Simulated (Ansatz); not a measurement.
**Geometry relaxation of ZrO2**

ZrO2 (P4₂/nmc, 12 atoms in the cell), computed with DFT r2SCAN, scalar-relativistic, plane waves, PAW, no spin polarisation (Ansatz 0.2.0).

The structure derives from a Materials Project entry. It belongs to a series of runs on one base structure; here: 0 of 4 Zr sites taken by Sn, cell and atoms relaxed.

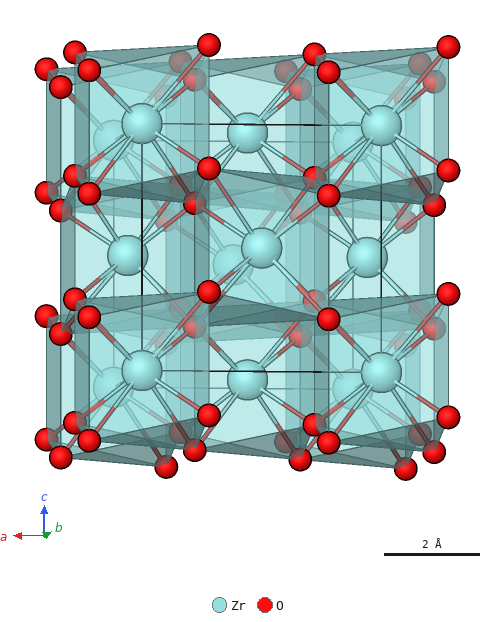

**Figure 1.** The input geometry (polyhedral view of the cell of the calculation, seen at an oblique angle; polyhedra are completed across the faces of the cell).

### The input
```yaml
crystal:
  lattice:
    - [3.6013519666, -3.6013519666, 0.0]
    - [3.6013519666, 3.6013519666, 0.0]
    - [0.0, 0.0, 5.2279684245]
  atoms:
    - { symbol: Zr, position: [1.0, 0.0, 0.0] }
    - { symbol: Zr, position: [0.5, 0.5, 0.0] }
    - { symbol: Zr, position: [0.0, 0.5, 0.5] }
    - { symbol: Zr, position: [0.5, 0.0, 0.5] }
    - { symbol: O, position: [0.25, 0.75, 0.3032141989] }
    - { symbol: O, position: [0.75, 0.25, 0.3032141989] }
    - { symbol: O, position: [0.25, 0.75, 0.8032141989] }
    - { symbol: O, position: [0.75, 0.25, 0.8032141989] }
    - { symbol: O, position: [0.75, 0.75, 0.6967858011] }
    - { symbol: O, position: [0.25, 0.25, 0.6967858011] }
    - { symbol: O, position: [0.25, 0.25, 0.1967858011] }
    - { symbol: O, position: [0.75, 0.75, 0.1967858011] }
basis:
  ecutwfc: 500
kpoints:
  mp_grid: { grid: [6, 6, 6] }
hamiltonian:
  xc: r2scan
scf:
  occupations: { method: gaussian, width: 0.02 }
output:
  forces: true
  stress: true
  eigenvalues: true
  write_density: true
  write_potential: true
  elf: true
  volumetric_format: npy
relax:
  adjacent_minimum: "off"
  f_tol: 0.015
  max_steps: 60
  cell: { stress_tol: 0.15 }
```

Launch command:
```bash
ansatz run input.yaml --threads 2 --pin off --max-ram 5120MiB --backend cpu --events-out ev --progress --plain --runs-dir out
```

### The program's output
```
Engine: ansatz 0.2.0, x86_64-unknown-linux-gnu
Pseudopotentials: kind: paw
Pseudopotential: Zr, paw, valence charge 12, recommended cutoff 500 eV (meta_gga), Zr.paw.azcp
Pseudopotential: O, paw, valence charge 6, recommended cutoff 500 eV (meta_gga), O.paw.azcp
Functional definition: r2SCAN
  parameter k0 = 0.174
  parameter k1 = 0.065
  parameter a1 = 4.9479
  exchange = r2scan_x(k0 = k0, k1 = k1, a1 = a1)
  correlation = r2scan_c
Crystal: 12 atoms, lattice volume = 135.611 Å³
Basis set: ecut = 500 eV, 3463 PW (Γ), exchange–correlation on 160×160×160 points (64 copies of the dense FFT grid, shifted against one another)
Bands: 60, of which v1, the nominal top of the filled ones, is band 48 counted from 1 (47 counted from 0)
Symmetry: 32 space group operations
Space group: P42/nmc (ITA 137), of the structure as read, at distance tolerance 5.1e-5 Å
k-points: 40 of 216
Non-local potential: Zr, projectors of the file, l = 0: 3, l = 1: 2, l = 2: 2, l = 3: 2
Non-local potential: O, projectors of the file, l = 0: 2, l = 1: 2, l = 2: 1
PAW form: soft (Blöchl's): semilocal exchange-correlation on the pseudo side does not see the compensation charge
PAW frozen core: Zr, regenerated for the run's functional (the file was generated under x = pbe(κ = 0.804, μ = 0.2195149727645171), c = pbe(β = 0.06672455060314922))
PAW frozen core: O, regenerated for the run's functional (the file was generated under x = pbe(κ = 0.804, μ = 0.2195149727645171), c = pbe(β = 0.06672455060314922))
PAW one-centre angular grid: Zr, 590 points (default); XC on 160 Gauss nodes
PAW one-centre angular grid: O, 302 points (default); XC on 160 Gauss nodes
Initial density: superposition of atomic densities (neutral atoms: chi_scale 0, normalization atom), corrected by the library's trained network
Initial wavefunctions: pseudopotential atomic-orbital guess
Functional: x = r2scan, c = r2scan; τ floored in thin density (d = 2e-4 eV/Å³)
SCF iter   1: F=—  HF=-21352.349852 eV  |F-HF|=—  |Δ(HF+E_count)|=         —  Δρ=1.51e-2  dr2=3.69e-1  dr2_τ=7.63e-1  ethr=1.77e-3  ⟨swp⟩=6.6  Hψ=8756  notcnv=0  defer=4
preconditioner: auto → Resta (q_TF=auto, 2.576 Å⁻¹)  ε∞=3.8  [insulator: Δε(μ)=4.909 eV  Ē_g=17.833 eV  σ=0.020 eV  W_gap=1.00  n_scr=32 (ndim 8)  ℏωp=29.9 eV  f_vac=0.018  D(μ)=0.00/eV (n_scr^D=0)  ε∞_Penn≈3.8]
SCF iter   2: F=—  HF=-21352.592053 eV  |F-HF|=—  |Δ(HF+E_count)|=   2.42e-1  Δρ=6.61e-3  dr2=2.50e-2  dr2_τ=1.34e-2  ethr=3.84e-4  ⟨swp⟩=2.5  Hψ=4410  notcnv=0  defer=160
SCF iter   3: F=—  HF=-21352.591584 eV  |F-HF|=—  |Δ(HF+E_count)|=   4.69e-4  Δρ=2.78e-3  dr2=4.88e-3  dr2_τ=6.99e-4  ethr=2.61e-5  ⟨swp⟩=2.1  Hψ=4464  notcnv=0  defer=160
SCF iter   4: F=—  HF=-21352.591698 eV  |F-HF|=—  |Δ(HF+E_count)|=   1.14e-4  Δρ=4.00e-4  dr2=9.21e-5  dr2_τ=2.20e-5  ethr=5.08e-6  ⟨swp⟩=2.0  Hψ=4276  notcnv=0  defer=160
SCF iter   5: F=—  HF=-21352.591747 eV  |F-HF|=—  |Δ(HF+E_count)|=   4.98e-5  Δρ=9.12e-5  dr2=9.99e-6  dr2_τ=8.97e-7  ethr=9.59e-8  ⟨swp⟩=2.0  Hψ=4124  notcnv=0  defer=160
SCF iter   6: F=—  HF=-21352.591747 eV  |F-HF|=—  |Δ(HF+E_count)|=   4.63e-7  Δρ=2.64e-5  dr2=9.92e-7  dr2_τ=7.68e-8  ethr=1.04e-8  ⟨swp⟩=2.0  Hψ=3520  notcnv=0  defer=160
SCF iter   7: F=-21352.591747 eV  HF=-21352.591747 eV  |F-HF|=3.38e-8  |Δ(HF+E_count)|=   1.70e-7  Δρ=6.03e-6  dr2=5.35e-8  dr2_τ=1.07e-9  ethr=1.04e-10  ⟨swp⟩=15.7  Hψ=16262  notcnv=0
SCF 1 converged in 7 iterations: F = -21352.591747 eV  dr2 = 5.35e-8
  greatest PAW one-centre occupation: 0.990 electrons in one spin orbital (limit 2), on the Zr atom at site 3 (counted from 0), in its partial waves of l = 1
relax step   1: F+E_penalty+E_count = -21352.59174677 eV  Δ(F+E_penalty+E_count) = +0.000e0 eV  max|allowed force component| = 3.638e-4 eV/Å  Δτ_max = 0.0000 Å  P = -0.001 GPa  Ω = 135.611 Å³  (7 SCF iters, dr2 threshold 1.00e-7 eV, accepted)
Initial density: handed on by an earlier stage of this run
Initial wavefunctions: pseudopotential atomic-orbital guess (no wavefunctions were taken with the density)
iter 1 solved again at ethr=1.50e-8 eV; its pass at ethr=3.10e-3 eV (dr2=1.44e-5 eV) is discarded
SCF iter   1: F=—  HF=-21352.591746 eV  |F-HF|=—  |Δ(HF+E_count)|=         —  Δρ=5.91e-6  dr2=5.10e-8  dr2_τ=1.03e-9  ethr=1.50e-8  ⟨swp⟩=4.4  Hψ=16670  notcnv=0
preconditioner: auto → Resta (q_TF=auto, 2.576 Å⁻¹)  ε∞=3.9  [insulator: Δε(μ)=4.604 eV  Ē_g=17.651 eV  σ=0.020 eV  W_gap=1.00  n_scr=32 (ndim 8)  ℏωp=29.9 eV  f_vac=0.019  D(μ)=0.00/eV (n_scr^D=0)  ε∞_Penn≈3.9]
SCF iter   2: F=—  HF=-21352.591747 eV  |F-HF|=—  |Δ(HF+E_count)|=   8.35e-7  Δρ=2.00e-6  dr2=4.34e-9  dr2_τ=1.92e-9  ethr=5.32e-11  ⟨swp⟩=2.2  Hψ=4303  notcnv=0
SCF iter   3: F=—  HF=-21352.591747 eV  |F-HF|=—  |Δ(HF+E_count)|=  9.90e-10  Δρ=1.12e-6  dr2=1.97e-9  dr2_τ=7.89e-11  ethr=1.12e-12  ⟨swp⟩=9.2  Hψ=12611  notcnv=0
SCF iter   4: F=-21352.591747 eV  HF=-21352.591747 eV  |F-HF|=7.28e-12  |Δ(HF+E_count)|=  3.06e-10  Δρ=1.86e-7  dr2=4.11e-11  dr2_τ=3.57e-12  ethr=1.12e-12  ⟨swp⟩=6.6  Hψ=11318  notcnv=0
SCF 2 converged in 4 iterations: F = -21352.591747 eV  dr2 = 4.11e-11
relax step   2: F+E_penalty+E_count = -21352.59174680 eV  Δ(F+E_penalty+E_count) = -2.585e-8 eV  max|allowed force component| = 3.806e-4 eV/Å  Δτ_max = 0.0000 Å  P = -0.001 GPa  Ω = 135.611 Å³  stress off target by 2.02e-3 GPa  SCF on the basis re-selected at this cell (its energy is not comparable with the rows above)  (4 SCF iters)
```

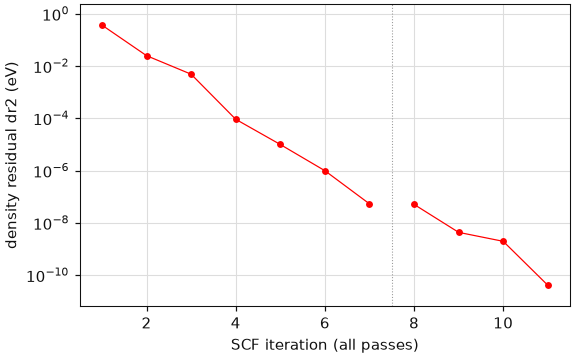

**Figure 2.** Convergence of the self-consistent field: density residual dr2 against the SCF iteration. The dotted lines part the SCF passes of the relaxation: geometry steps, rejected trials and re-solves on a re-selected basis. The passes take 7 and 4 iterations.

```
basis re-selected at this cell: Δ(F+E_penalty+E_count) = -2.585e-8 eV, ΔP = -0.000 GPa vs the last step (what re-selecting the basis moved, of the pressure what is left beyond the Pulay correction that the steps carried, after the strain that the cell walked since its last selection, with what the two solves' SCF thresholds leave and, on support functions, any second-order correction that the steps lacked; it is no measure of the basis error at this ecutwfc). This SCF's stress stands 2.02e-3 GPa from its target on what of the cell is left free (relax.cell.stress_tol is 1.50e-1 GPa) and its largest allowed force component is 3.81e-4 eV/Å (relax.f_tol is 1.50e-2 eV/Å): within both
SCF converged after 4 iterations
Free energy (F): -21352.591747 eV
Harris-Foulkes:  -21352.591747 eV  (|F-HF|=7.28e-12)
Internal energy: -21352.591747 eV  (E = F + TS)
E sigma→0 (E₀):  -21352.591747 eV
Fermi energy:    13.043902 eV
--- Per-component energies (eV) ---
  E_band       = -372.069817
  E_kinetic    = 2756.273004
  E_local      = -4706.800618  (includes V_loc(G=0)·N_el)
  E_nonlocal   = 678.596698
  E_hartree    = 1556.225483
  E_xc         = -1221.871020
  E_vxc        = -1704.841078  (∫ρ·V_xc dr)
  E_paw        = -13158.403386  (= ΣΔE_a)
  E_vpaw       = -611.395188  (= ΣTr[D̂ρ^β])
  E_aug_tail   = 0.008242  (compensation charges beyond the density's cutoff)
  E_vtau       = 103.638286  (kinetic-family band-sum trace: ∫τ·v_τ [+ j·A + Jᵃ·Aᵃ] dr)
  E_ewald      = -7255.705658
  E_core_change = -0.914494  (= ΣΔE_core)
  E_smearing   = -0.000000  (= −TS)
  E_closure    = 0.000000  (closes the sum)
  Σ components = -21352.591747   (vs F -21352.591747, Δ=0.00e0)
--- Forces (eV/Å), atoms counted from 1 ---
  atom   1  Zr    -0.00000000     0.00000000    -0.00000000
  atom   2  Zr    -0.00000000     0.00000000    -0.00000000
  atom   3  Zr     0.00000000     0.00000000     0.00000000
  atom   4  Zr     0.00000000     0.00000000     0.00000000
  atom   5  O      0.00000000    -0.00000000    -0.00038064
  atom   6  O      0.00000000    -0.00000000    -0.00038064
  atom   7  O     -0.00000000     0.00000000    -0.00038064
  atom   8  O     -0.00000000     0.00000000    -0.00038064
  atom   9  O      0.00000000     0.00000000     0.00038064
  atom  10  O      0.00000000     0.00000000     0.00038064
  atom  11  O     -0.00000000     0.00000000     0.00038064
  atom  12  O     -0.00000000     0.00000000     0.00038064
  max |Σ_I F_I| component: 3.69e-18 eV/Å
--- Stress (GPa, compression-positive) ---
       -0.002024      -0.000000       0.000000
        0.000000      -0.002024       0.000000
        0.000000       0.000000       0.001347
  P = ⅓ Tr σ = -0.0009 GPa (-0.009 kbar)
--- Band table (eV; the first three rows and the last of 40) ---
  k-point 0: bands = ["-38.1435", "-38.0902", "-38.0816", "-38.0816", "-16.0827", "-16.0827", "-16.0171", "-15.5810", "-15.5810", "-15.4614", "-15.4614", "-15.4384", "-15.4384", "-15.3413", "-15.2932", "-15.2932", "-7.7538", "-6.5652", "-6.3363", "-6.3363", "-5.9115", "-5.6677", "-5.6617", "-5.6617", "5.5598", "5.5598", "5.8768", "6.0809", "6.2584", "6.2584", "7.9932", "7.9932", "8.1122", "8.1122", "8.3121", "8.3121", "9.4231", "9.4231", "9.6491", "9.6491", "9.9390", "9.9390", "10.0254", "10.3169", "10.3169", "10.5878", "10.6354", "10.6354", "15.3457", "15.8486", "16.4050", "16.4050", "16.5288", "16.6199", "16.7438", "16.7438", "17.5596", "17.5596", "17.9485", "18.0627"]
  k-point 1: bands = ["-38.1399", "-38.0938", "-38.0816", "-38.0816", "-16.0513", "-16.0513", "-15.9774", "-15.6171", "-15.6171", "-15.4620", "-15.4620", "-15.4288", "-15.4288", "-15.3933", "-15.3030", "-15.3030", "-7.6364", "-6.5100", "-6.2877", "-6.2877", "-6.0531", "-5.7264", "-5.7037", "-5.7037", "5.6970", "5.6970", "6.0896", "6.3358", "6.3358", "6.3380", "7.8254", "7.8254", "7.9992", "7.9992", "8.2169", "8.2169", "9.4921", "9.4921", "9.6323", "9.6835", "9.6835", "9.7947", "9.7947", "10.1815", "10.4527", "10.4527", "10.6559", "10.6559", "15.4136", "15.9593", "16.4115", "16.4115", "16.4351", "16.6222", "16.8004", "16.8004", "17.5754", "17.5754", "18.0038", "18.0038"]
  k-point 2: bands = ["-38.1302", "-38.1035", "-38.0816", "-38.0816", "-15.9642", "-15.9642", "-15.8653", "-15.7138", "-15.7138", "-15.5295", "-15.4633", "-15.4633", "-15.4026", "-15.4026", "-15.3297", "-15.3297", "-7.3153", "-6.4113", "-6.3548", "-6.1577", "-6.1577", "-5.8988", "-5.8209", "-5.8209", "6.0813", "6.0813", "6.5631", "6.5631", "6.7047", "7.0467", "7.3537", "7.3537", "7.4659", "7.4659", "8.5136", "8.5136", "8.6988", "9.2075", "9.3200", "9.3200", "9.4199", "9.4199", "10.0396", "10.0396", "10.6102", "10.6102", "10.6973", "10.6973", "15.6059", "16.1922", "16.2337", "16.4234", "16.4234", "16.6293", "16.9136", "16.9136", "17.6287", "17.6287", "17.8682", "17.8682"]
  k-point 39: bands = ["-38.0991", "-38.0991", "-38.0991", "-38.0991", "-16.0096", "-16.0096", "-16.0096", "-16.0096", "-15.4183", "-15.4183", "-15.4183", "-15.4183", "-15.3477", "-15.3477", "-15.3477", "-15.3477", "-6.8266", "-6.8266", "-6.8266", "-6.8266", "-5.6883", "-5.6883", "-5.6883", "-5.6883", "6.9008", "6.9008", "6.9008", "6.9008", "7.2309", "7.2309", "7.2309", "7.2309", "8.4114", "8.4114", "8.4114", "8.4114", "8.9138", "8.9138", "8.9138", "8.9138", "9.4300", "9.4300", "9.4300", "9.4300", "9.8920", "9.8920", "9.8920", "9.8920", "15.8204", "15.8204", "15.8204", "15.8204", "16.1536", "16.1536", "16.1536", "16.1536", "17.7327", "17.7327", "17.7327", "17.7327"]
--- Relaxed structure (1 steps of the walk, 1 accepted, 1 SCFs on fresh bases) ---
  F+E_penalty+E_count = -21352.59174680 eV   max|allowed force component| = 3.806e-4 eV/Å   (the final SCF, on the basis selected at the relaxed cell)
  cell:  # Å, volume = 135.6107 Å³
    - [3.6013519666, -3.6013519666, 0.0]
    - [3.6013519666, 3.6013519666, 0.0]
    - [0.0, 0.0, 5.2279684245]
  atoms:
    - { symbol: Zr, position: [0.9999999999999999, 0.0, 0.0] }
    - { symbol: Zr, position: [0.49999999999999994, 0.49999999999999994, 0.0] }
    - { symbol: Zr, position: [0.0, 0.49999999999999994, 0.5] }
    - { symbol: Zr, position: [0.49999999999999994, 0.0, 0.5] }
    - { symbol: O, position: [0.24999999999999994, 0.75, 0.3032141989] }
    - { symbol: O, position: [0.75, 0.24999999999999994, 0.3032141989] }
    - { symbol: O, position: [0.24999999999999994, 0.75, 0.8032141988999999] }
    - { symbol: O, position: [0.75, 0.24999999999999994, 0.8032141988999999] }
    - { symbol: O, position: [0.7499999999999999, 0.7499999999999999, 0.6967858011] }
    - { symbol: O, position: [0.24999999999999997, 0.24999999999999997, 0.6967858011] }
    - { symbol: O, position: [0.24999999999999997, 0.24999999999999997, 0.19678580109999996] }
    - { symbol: O, position: [0.7499999999999999, 0.7499999999999999, 0.19678580109999996] }
```

### Trajectory as extended XYZ (Å, eV, eV/Å), 2 frames, from step=1 to step=2
```
12
Lattice="3.6014 -3.6014 0.0000 3.6014 3.6014 0.0000 0.0000 0.0000 5.2280" Properties=species:S:1:pos:R:3:forces:R:3 step=1 energy=-21352.59175 pressure_GPa=-0.00
Zr    3.6014   -3.6014    0.0000    0.0000   0.0000   0.0000
Zr    3.6014    0.0000    0.0000    0.0000   0.0000   0.0000
Zr    1.8007    1.8007    2.6140    0.0000   0.0000   0.0000
Zr    1.8007   -1.8007    2.6140    0.0000   0.0000   0.0000
O     3.6014    1.8007    1.5852    0.0000   0.0000  -0.0004
O     3.6014   -1.8007    1.5852    0.0000   0.0000  -0.0004
O     3.6014    1.8007    4.1992    0.0000   0.0000  -0.0004
O     3.6014   -1.8007    4.1992    0.0000   0.0000  -0.0004
O     5.4020    0.0000    3.6428    0.0000   0.0000   0.0004
O     1.8007    0.0000    3.6428    0.0000   0.0000   0.0004
O     1.8007    0.0000    1.0288    0.0000   0.0000   0.0004
O     5.4020    0.0000    1.0288    0.0000   0.0000   0.0004
12
Lattice="3.6014 -3.6014 0.0000 3.6014 3.6014 0.0000 0.0000 0.0000 5.2280" Properties=species:S:1:pos:R:3:forces:R:3 step=2 energy=-21352.59175 pressure_GPa=-0.00
Zr    3.6014   -3.6014    0.0000    0.0000   0.0000   0.0000
Zr    3.6014    0.0000    0.0000    0.0000   0.0000   0.0000
Zr    1.8007    1.8007    2.6140    0.0000   0.0000   0.0000
Zr    1.8007   -1.8007    2.6140    0.0000   0.0000   0.0000
O     3.6014    1.8007    1.5852    0.0000   0.0000  -0.0004
O     3.6014   -1.8007    1.5852    0.0000   0.0000  -0.0004
O     3.6014    1.8007    4.1992    0.0000   0.0000  -0.0004
O     3.6014   -1.8007    4.1992    0.0000   0.0000  -0.0004
O     5.4020    0.0000    3.6428    0.0000   0.0000   0.0004
O     1.8007    0.0000    3.6428    0.0000   0.0000   0.0004
O     1.8007    0.0000    1.0288    0.0000   0.0000   0.0004
O     5.4020    0.0000    1.0288    0.0000   0.0000   0.0004
```

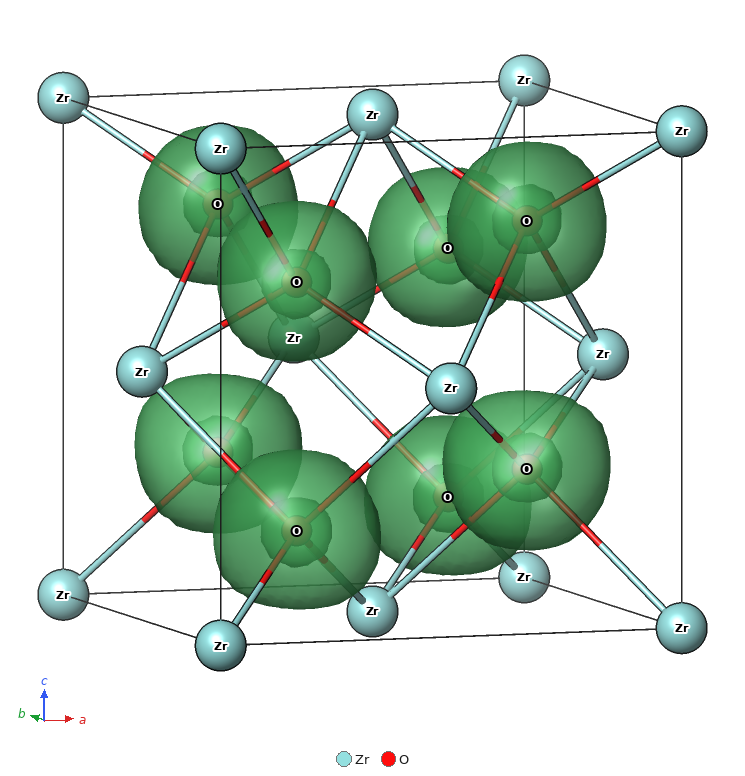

**Figure 3.** Isosurface of the electron localisation function at 0.7 (green), seen slightly off an axis. Core shells and regions of very low density are left out. Sticks mark near contacts. The outline is the calculation cell. Along the contacts the grid gives the following. Zr–O (2.07 Å): the ELF peaks at about 0.85 in the valence shell of O, 0.6 Å from its nucleus, and drops to about 0.25 between the two atoms. In a PAW calculation such maps are meaningful between the atoms, not at the nuclei.

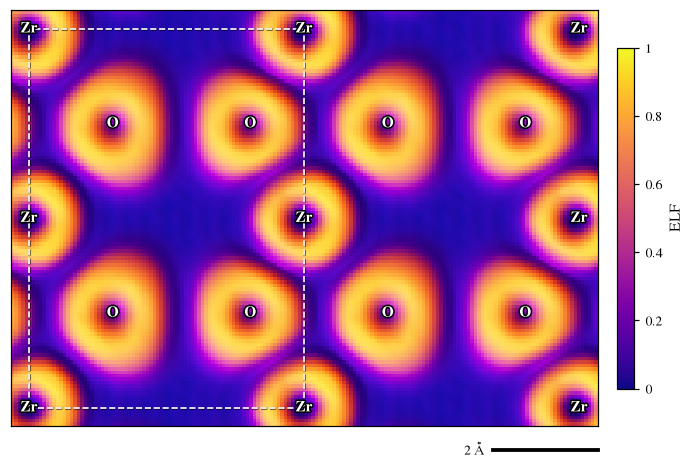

**Figure 4.** ELF on the (110) plane of the calculation cell. Atoms in the plane: Zr and O. Zr–O (2.07 Å): the ELF peaks at about 0.85 in the valence shell of O, 0.6 Å from its nucleus, and drops to about 0.25 between the two atoms. Zr–O (2.40 Å): the ELF is about 0.10 at the midpoint (ionic bonding with no shared pair). The strong features right at Zr lie inside the PAW spheres (semicore, d or f shells) and say nothing about bonding.

### Key numbers

```json
{"quantity": "outcome", "value": "converged"}
{"quantity": "space group (tolerance 0.01 Å)", "value": "P4₂/nmc (137)"}
{"quantity": "electrons treated", "value": "96"}
{"quantity": "free energy", "value": "−21352.5917 eV"}
{"quantity": "Fermi energy", "value": "13.044 eV"}
{"quantity": "gap on the k-point mesh", "value": "4.60 eV"}
{"quantity": "pressure", "value": "0.00 GPa"}
{"quantity": "final volume", "value": "135.61 Å³"}
{"quantity": "largest force (length of the vector) at the end", "value": "under 0.001 eV/Å"}
{"quantity": "final cell", "value": "a = 5.093 Å, b = 5.093 Å, c = 5.228 Å, α = 90.00°, β = 90.00°, γ = 90.00°"}
{"quantity": "hardware", "value": "2 threads of Oxide Virtual Turin-like (Zen 5), 32 GiB of memory available, shared host"}
{"quantity": "wall time", "value": "39 s (CPU time 75 s)"}
{"quantity": "peak memory", "value": "0.91 GiB"}
```
